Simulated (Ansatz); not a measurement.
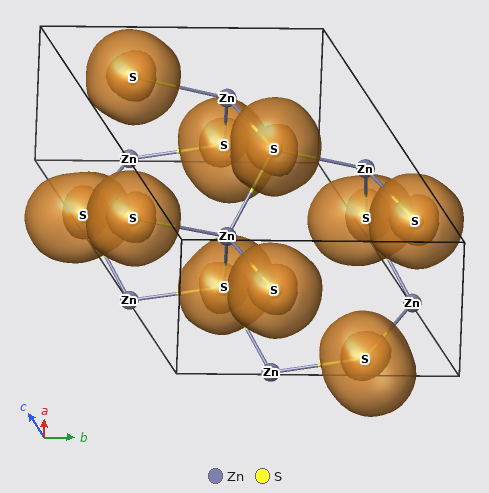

Figure. Zn₅S₆ (cell charge −2, with a compensating background) (distorted or defective cell). Isosurface of the ELF at 0.75 (orange), seen at an oblique angle. Core shells and regions of very low density are left out. Sticks mark near contacts.

The program warned that a starting moment wasn't kept; spin-polarised, but the moments vanished.

These are results of Ansatz, DFT PBE, scalar-relativistic, plane waves, PAW, not measurements.

The calculation's input:

```
crystal:
  lattice:
    - [0.0, 0.0, -6.3046430411]
    - [-5.7661004008, -3.3290596185, 0.0]
    - [1.0e-10, 6.6581192371, 0.0]
  atoms:
    - { symbol: Zn, position: [1.0165780404, 1.0, 0.3333333333] }
    - { symbol: Zn, position: [1.0165780404, 0.3333333333, 1.0] }
    - { symbol: Zn, position: [0.4886107143, 0.3406828698, 0.3406828698] }
    - { symbol: Zn, position: [0.4886107143, 0.6666666667, 0.9926504635] }
    - { symbol: Zn, position: [0.4886107143, 0.9926504635, 0.6666666667] }
    - { symbol: S, position: [0.6249841949, 0.6666666667, 0.6666666667], spin: 0.5 }
    - { symbol: S, position: [0.6291934965, 1.0, 0.3333333333] }
    - { symbol: S, position: [0.6291934965, 0.3333333333, 1.0] }
    - { symbol: S, position: [0.1226357539, 0.3312531647, 0.3312531647], spin: 0.5 }
    - { symbol: S, position: [0.1226357539, 0.6666666667, 1.0020801686], spin: 0.5 }
    - { symbol: S, position: [0.1226357539, 1.0020801686, 0.6666666667], spin: 0.5 }
  host:
    lattice:
      - [3.8440669338, 0.0, 0.0]
      - [-1.9220334669, 3.3290596186, 0.0]
      - [0.0, 0.0, 6.3046430411]
    atoms:
      - { symbol: Zn, position: [0.3333333333, 0.6666666667, 0.0002666736] }
      - { symbol: Zn, position: [0.6666666667, 0.3333333333, 0.5002666736] }
      - { symbol: S, position: [0.3333333333, 0.6666666667, 0.3747333264] }
      - { symbol: S, position: [0.6666666667, 0.3333333333, 0.8747333264] }
total_charge: -2
basis:
  ecutwfc: 420
  xc_grid: 2
kpoints:
  mp_grid: { grid: [2, 2, 2], shift: [0.0, 0.0, 0.0] }
hamiltonian:
  xc: pbe
scf:
  occupations: { method: gaussian, width: 0.01 }
output:
  forces: true
  stress: false
  eigenvalues: true
  populations: true
  charged_corrections:
    defect_position: [0.99973333, 0.66666667, 0.66666667]
    epsilon: [[9.0014, 0.0, 0.0], [0.0, 9.0014, 0.0], [0.0, 0.0, 9.607]]
  write_density: true
  write_potential: true
  elf: true
  volumetric_format: npy
magnetization:
  spin_polarized: true
relax:
  adjacent_minimum: "off"
  f_tol: 0.025
  max_steps: 45
```

Launched as:

```sh
ansatz run input.yaml --threads 4 --pin off --max-ram 8192MiB --backend cpu --events-out ev --progress --plain --runs-dir out
```

The fields are those of the relaxed geometry.

What do the ELF domains correspond to?

Answer. At this value the surface marks out six regions wrapped around S (the valence shell of each), counted in one cell of 11 atoms. Any copies at cell faces, edges or corners count once.

Values along the shortest contacts:
Zn–S (2.31 Å): the ELF peaks at about 0.85 in the valence shell of S, 0.9 Å from its nucleus, and is about 0.55 at the midpoint. Zn–S (2.41 Å): the ELF peaks at about 0.90 in the valence shell of S, 0.8 Å from its nucleus, and is about 0.55 at the midpoint.

Metal or insulator at this level of theory?

Answer. It is gapped, with a Kohn–Sham gap of 2.0 eV on the k-point mesh (the band edges may lie off the mesh, which would make the gap smaller).
